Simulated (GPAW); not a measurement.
The Na K edge of atom 1 in NaF (Villiaumite, Fm-3m), with 6 F at 2.32 Å (octahedral, site symmetry m-3m), was computed in 2 ways: full core hole (charged cell) and no core hole. Program and functional: GPAW, PBE, Gaussian full width 0.9 eV up to 4 eV, rising linearly to 3.5 eV at 25 eV; cells of 2 and 16 atoms (the run without a hole in the smaller).

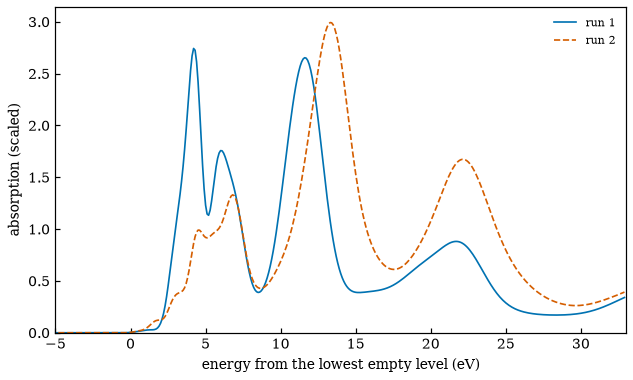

Each run is counted from its own lowest empty level or Fermi level and scaled to a mean of 1 over its first 20 eV.

Which run is which?

Run 1: full core hole (charged cell) (area from −2 to 6 eV 5.8, main maxima 4.2 eV (2.74), 6.0 eV (1.76), 11.6 eV (2.65) and 21.7 eV (0.88)). Run 2: no core hole (area from −2 to 6 eV 2.7, main maxima 4.5 eV (0.99), 6.8 eV (1.33), 13.3 eV (2.99) and 22.1 eV (1.67)). With each curve scaled to its own mean, the area from −2 to 6 eV with the hole is 5.8 against 2.7, and the centre of weight from −1 to 20 eV moves by -2.2 eV: the hole pulls the absorber's empty states down.

[Hosts, paths, dates, database ids (printed as entryN), source tags and the programs' standing remarks are cut or masked in the printed files.]

[Lists of maxima count a maximum above −3 eV only where it reaches 4 % of the highest in the window and stands out from its surroundings by 2 % of it (1.5 % where it reaches 55 %); shoulders and weaker maxima are passed over, and of the rest the first, up to two pre-edge ones and the few strongest are named.]
